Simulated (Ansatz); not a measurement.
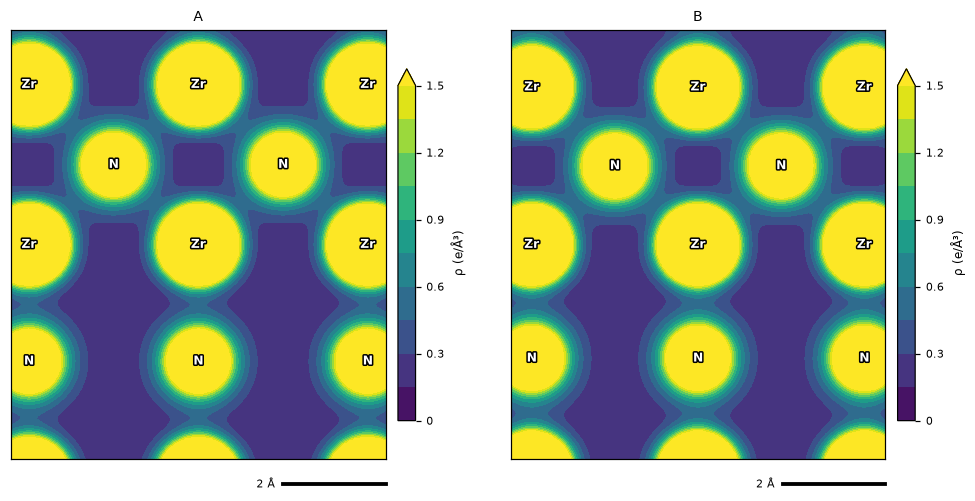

Zr2N. The valence charge density (pseudo) of two cells that differ in size, on the (11̄0) plane of each (indices in the axes of the calculation cell), at one length scale and on one colour scale; one has 15.2 and the other 16.1 Å³ an atom.

Method: DFT r2SCAN, scalar-relativistic, plane waves, PAW in Ansatz.

Core electrons are frozen (PAW), and the valence fields are smoothed inside the atomic spheres.

The larger cell:

```
Zr N
1.0
     5.41705    0.00000    0.00000
     0.00000    5.41705    0.00000
     0.00000    0.00000    3.30044
Zr N
4 2
Direct
  0.29657 0.29657 0.00000
  0.70343 0.70343 0.00000
  0.79657 0.20343 0.50000
  0.20343 0.79657 0.50000
  0.00000 0.00000 0.00000
  0.50000 0.50000 0.50000
```

The smaller cell: a = 5.301 Å, b = 5.301 Å, c = 3.240 Å, α = 90.00°, β = 90.00°, γ = 90.00°.

Which is the denser cell? Describe the effect of the change.

Panel B is the smaller cell, by 6 % in volume. From the larger cell to the smaller, Zr–Zr goes from 3.12 to 3.07 Å, and the density at its midpoint from 0.16 to 0.17 e/Å³; Zr–N goes from 2.27 to 2.21 Å, and the density at its midpoint from 0.48 to 0.54 e/Å³; the pressure goes from 0.0 to 13 GPa.
